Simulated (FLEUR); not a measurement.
## KTaO₃: 7 runs along one coordinate

System: KTaO₃ (Pm-3m, 5 atoms in the cell).
Method: Kohn-Sham DFT of a periodic cell, PBEsol, all-electron, no spin polarisation (FLEUR MaX-R8.1 (later development tree)).

The 7 runs differ only in the geometry, by an even scaling of the cell at fixed fractional positions. The structure derives from an entry of the Crystallography Open Database.

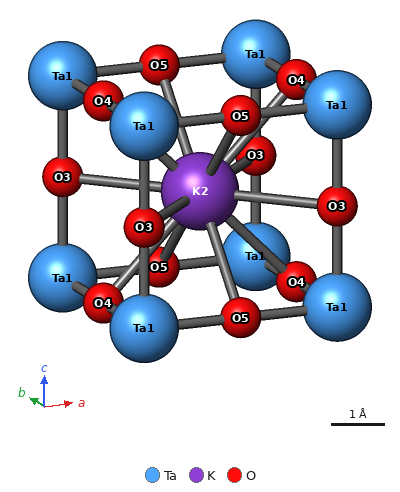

Figure 1. The structure of run 4 (ball-and-stick view of the cell of the calculation, seen slightly off an axis; atoms are numbered from 1 in the order of the input). An atom can appear more than once, as a periodic image.

### Input of run 4
```
<?xml version="1.0" encoding="UTF-8" standalone="no"?>
<fleurInput fleurInputVersion="0.39">
   <comment>
      KTaO3                                                                                               
   </comment>
   <calculationSetup>
      <cutoffs Kmax="5.58" Gmax="17.3" GmaxXC="17.3" numbands="0"/>
      <scfLoop itmax="60" minDistance="0.00001" maxIterBroyd="15" imix="Anderson" alpha="0.05" precondParam="0.0" spinf="2.0" sdNocoIR="T"/>
      <coreElectrons ctail="T" frcor="F" kcrel="0" coretail_lmax="0"/>
      <xcFunctional name="PBEs" relativisticCorrections="F"/>
      <magnetism jspins="1"/>
      <soc l_soc="F" theta="0.0" phi="0.0" spav="F"/>
      <expertModes spex="0" secvar="F"/>
      <geometryOptimization l_f="T" forcealpha="1.0" forcemix="BFGS" epsdisp="0.0005" epsforce="0.0002"/>
      <ldaU l_linMix="F" mixParam="0.05" spinf="1.0"/>
   </calculationSetup>
   <cell>
      <bzIntegration valenceElectrons="54.0" mode="hist" fermiSmearingEnergy="0.00183747">
         <kPointListSelection listName="default-1"/>
         <!-- k-points included here -->
         <xi:include xmlns:xi="http://www.w3.org/2001/XInclude" href="kpts.xml"> </xi:include>
      </bzIntegration>
      <!-- symmetry operations included here -->
      <xi:include xmlns:xi="http://www.w3.org/2001/XInclude" href="sym.xml"> </xi:include>
      <bulkLattice scale="1.0">
         <bravaisMatrix>
            <row-1>    7.5367947027421796     0.0000000000000000     0.0000000000000000</row-1>
            <row-2>    0.0000000000000000     7.5367947027421796     0.0000000000000000</row-2>
            <row-3>    0.0000000000000000     0.0000000000000000     7.5367947027421796</row-3>
         </bravaisMatrix>
      </bulkLattice>
   </cell>
   <atomSpecies>
      <species name="Tantalum (Ta)" element="Ta" atomicNumber="73">
         <mtSphere radius="2.09" gridPoints="715" logIncrement="0.018"/>
         <atomicCutoffs lmax="9" lnonsphr="9"/>
         <electronConfig flipSpins="F">
            <coreConfig>(1s1/2) (2s1/2) (2p1/2) (2p3/2) (3s1/2) (3p1/2) (3p3/2) (4s1/2) (3d3/2) (3d5/2) (4p1/2) (4p3/2) (4d3/2) (4d5/2)</coreConfig>
            <valenceConfig>(5s1/2) (5p1/2) (5p3/2) (6s1/2) (4f5/2) (4f7/2) (5d3/2) (5d5/2)</valenceConfig>
            <stateOccupation state="(5d3/2)" spinUp="0.600000" spinDown="0.600000"/>
            <stateOccupation state="(5d5/2)" spinUp="0.900000" spinDown="0.900000"/>
         </electronConfig>
         <energyParameters s="6" p="6" d="5" f="4"/>
         <lo type="SCLO" l="0" n="5" eDeriv="0"/>
         <lo type="SCLO" l="1" n="5" eDeriv="0"/>
         <lo type="SCLO" l="2" n="5" eDeriv="2"/>
         <lo type="SCLO" l="3" n="4" eDeriv="2"/>
      </species>
      <species name="Potassium (K)" element="K" atomicNumber="19">
         <mtSphere radius="2.42" gridPoints="879" logIncrement="0.014"/>
         <atomicCutoffs lmax="10" lnonsphr="10"/>
         <electronConfig flipSpins="F">
            <coreConfig>(1s1/2) (2s1/2) (2p1/2) (2p3/2)</coreConfig>
            <valenceConfig>(3s1/2) (3p1/2) (3p3/2) (4s1/2)</valenceConfig>
            <stateOccupation state="(4s1/2)" spinUp="0.500000" spinDown="0.500000"/>
         </electronConfig>
         <energyParameters s="4" p="3" d="3" f="4"/>
         <lo type="SCLO" l="0" n="3" eDeriv="0"/>
         <lo type="HELO" l="1" n="4" eDeriv="0"/>
         <lo type="HELO" l="1" n="4" eDeriv="1"/>
         <lo type="SCLO" l="2" n="3" eDeriv="2"/>
         <lo type="SCLO" l="3" n="4" eDeriv="2"/>
      </species>
      <species name="Oxygen (O)" element="O" atomicNumber="8">
         <mtSphere radius="1.29" gridPoints="441" logIncrement="0.024"/>
         <atomicCutoffs lmax="8" lnonsphr="8"/>
         <electronConfig flipSpins="F">
            <coreConfig>(1s1/2)</coreConfig>
            <valenceConfig>(2s1/2) (2p1/2) (2p3/2)</valenceConfig>
            <stateOccupation state="(2p1/2)" spinUp="0.666667" spinDown="0.666667"/>
            <stateOccupation state="(2p3/2)" spinUp="1.333333" spinDown="1.333333"/>
         </electronConfig>
         <energyParameters s="2" p="2" d="3" f="4"/>
         <lo type="SCLO" l="0" n="2" eDeriv="2"/>
         <lo type="SCLO" l="1" n="2" eDeriv="2"/>
         <lo type="SCLO" l="2" n="3" eDeriv="2"/>
      </species>
   </atomSpecies>
   <atomGroups>
      <atomGroup species="Tantalum (Ta)">
         <relPos label="                   1">.0000000000 .0000000000 .0000000000</relPos>
         <force calculate="T" relaxXYZ="TTT"/>
      </atomGroup>
      <atomGroup species="Potassium (K)">
         <relPos label="                   2">1.000/2.000 1.000/2.000 1.000/2.000</relPos>
         <force calculate="T" relaxXYZ="TTT"/>
      </atomGroup>
      <atomGroup species="Oxygen (O)">
         <relPos label="                   3">.0000000000 .0000000000 1.000/2.000</relPos>
         <relPos label="                   4">.0000000000 1.000/2.000 .0000000000</relPos>
         <relPos label="                   5">1.000/2.000 .0000000000 .0000000000</relPos>
         <force calculate="T" relaxXYZ="TTT"/>
      </atomGroup>
   </atomGroups>
   <output dos="F" band="F" slice="F">
      <checks vchk="F" cdinf="F"/>
      <bandDOS minEnergy="-.5*Htr" maxEnergy="0.5*Htr" sigma="0.015" storeEVData="T"/>
      <vacuumDOS vacdos="F" integ="F" star="F" nstars="0" locx1="0.0" locy1="0.0" locx2="0.0" locy2="0.0" nstm="0" tworkf="0.0"/>
      <unfoldingBand unfoldBand="F" supercellX="1" supercellY="1" supercellZ="1"/>
      <plotting iplot="0" polar="F">
         <plot TwoD="T" vec1="  1.0  0.0  0.0" vec2="  0.0  1.0  0.0" vec3="  0.0  0.0  1.0" zero="  0.0  0.0  0.0" file="plot"/>
      </plotting>
      <chargeDensitySlicing numkpt="0" minEigenval="0.0" maxEigenval="0.0" nnne="0" pallst="F"/>
      <specialOutput eonly="F"/>
      <moessbauerParams electricFieldGradient="T" isomerShift="T" coreHyperfine="T" valenceHyperfine="T"/>
      <magneticCircularDichroism mcd="F" energyLo="-10.0" energyUp="0.0"/>
   </output>
  <!-- We include the file relax.xml here to enable relaxations (see documentation) -->
  <xi:include xmlns:xi="http://www.w3.org/2001/XInclude" href="relax.xml"> <xi:fallback/> </xi:include>
</fleurInput>
```

Command:
```bash
inpgen -f crystal.txt -profile fastHighL; mpirun -n 4 fleur_MPI -pe_per_kpt 1
```

Lattice vectors (Å) and fractional positions of run 4:
```
   3.988300    0.000000    0.000000
   0.000000    3.988300    0.000000
   0.000000    0.000000    3.988300
Ta  0.000000  0.000000  0.000000
K   0.500000  0.500000  0.500000
O   0.000000  0.000000  0.500000
O   0.000000  0.500000  0.000000
O   0.500000  0.000000  0.000000
```

Run 6 has the same physical settings and fractional positions; its lattice vectors (Å) are:
```
   4.040784    0.000000    0.000000
   0.000000    4.040784    0.000000
   0.000000    0.000000    4.040784
```

### Results, with one run withheld

```tsv
run	volume per atom (Å³)	free energy per atom, from the lowest run given (meV)	gap on the mesh (eV)
1	11.927	29.81	2.32
2	12.180	12.30	2.28
3	12.434	2.68	2.24
4	12.688	0.00	2.20
5	12.942	3.77	2.15
6	13.196	?	?
7	13.449	27.55	2.07
```

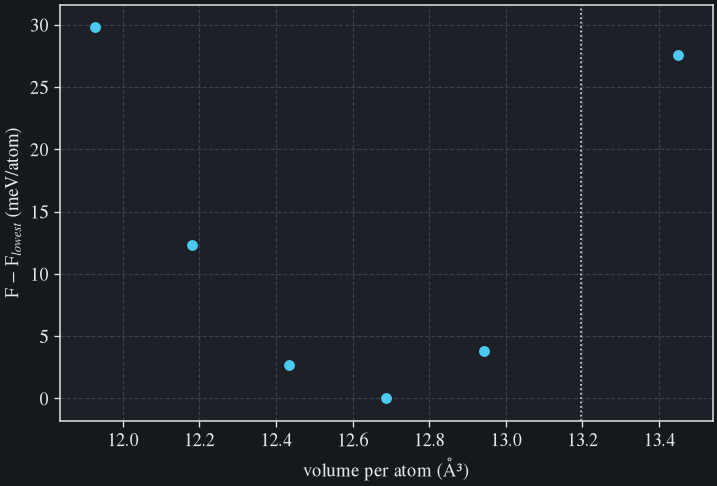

Figure 2. Free energy per atom of the runs given; the dotted line marks run 6.

Fit the runs given and predict run 6.

A cubic polynomial in V^(−2/3) (the Birch–Murnaghan form), fitted to the 6 runs given, misses them by at most 0.04 meV per atom. With x = V^(−2/3) − 0.18481 Å⁻², it reads F = 0.27679 + 766.18 x + 5.2921e+05 x² + 7.1024e+05 x³ (meV per atom). At run 6 it gives 13.15 meV per atom, and the run itself gives 13.05. The fit has its minimum at 12.661 Å³ per atom, where V d²F/dV² gives 201 GPa: the bulk modulus at this level, since symmetry fixes the shape and the positions. The gap on the mesh goes, without turning, from 2.32 eV in run 1 to 2.07 eV in run 7; run 6 has 2.11 eV. These are gaps of this functional on this mesh, which can miss the band edges; they aren't the measured gap.

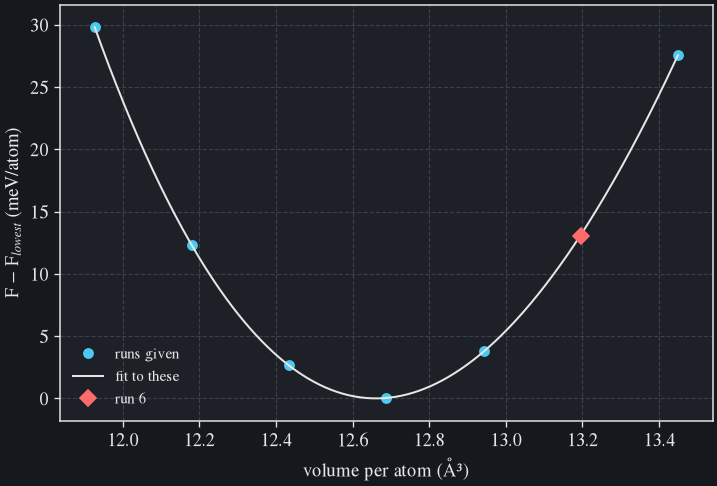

Figure 3. The fit and the withheld run.

### Output (run 6)
```
Welcome to FLEUR        (www.flapw.de)
      MaX-Release 8.1          (www.max-centre.eu)

 ========== k-point set info ==========
 Selected k-point list: default-1
 k-point list type: mesh
 7 x 7 x 7
 Number of k points: 20

 ------------Calculation Setup---------------------------
 Number of MPI-tasks      :            4
 Number of PE/node        :            4
 Number of OMP-threads    :            1
 Using exactly            1  PE per kpt
 k-points in parallel     :            4
 Using exactly            1  PE per kpt
 Using exactly            1  PE per kpt
 pe's per k-point         :            1
 No of k-point loops      :            5
 Using exactly            1  PE per kpt
 Eigenvalue solver        :       lapack
 Number of basis functions:         1509
 Approximate size of matrices (H+S) per k-point:         0.034 GB
 --------------------------------------------------------

 Iteration:     1   Distance:      27.17307331 me/bohr^3

 Iteration:     2   Distance:      22.81606616 me/bohr^3

 Iteration:     3   Distance:       7.56052792 me/bohr^3

 Iteration:     4   Distance:       8.77348454 me/bohr^3

 Iteration:     5   Distance:       3.79784660 me/bohr^3

 Iteration:     6   Distance:       1.50423955 me/bohr^3

 Iteration:     7   Distance:       0.48811288 me/bohr^3

 Iteration:     8   Distance:       0.14144122 me/bohr^3

 Iteration:     9   Distance:       0.10190706 me/bohr^3

 Iteration:    10   Distance:       0.04453336 me/bohr^3

 Iteration:    11   Distance:       0.01178865 me/bohr^3

 Iteration:    12   Distance:       0.01195529 me/bohr^3

 Iteration:    13   Distance:       0.00067292 me/bohr^3

 Iteration:    14   Distance:       0.00141513 me/bohr^3

 Iteration:    15   Distance:       0.00008836 me/bohr^3

 Iteration:    16   Distance:       0.00007711 me/bohr^3

 Iteration:    17   Distance:       0.00003005 me/bohr^3

 Iteration:    18   Distance:       0.00001214 me/bohr^3

 Iteration:    19   Distance:       0.00000382 me/bohr^3

 ********************************************************************
 Run finished successfully
 Stop message:
   all done
 ********************************************************************
```

Notes: Spin–orbit coupling is left out, which matters for Ta.
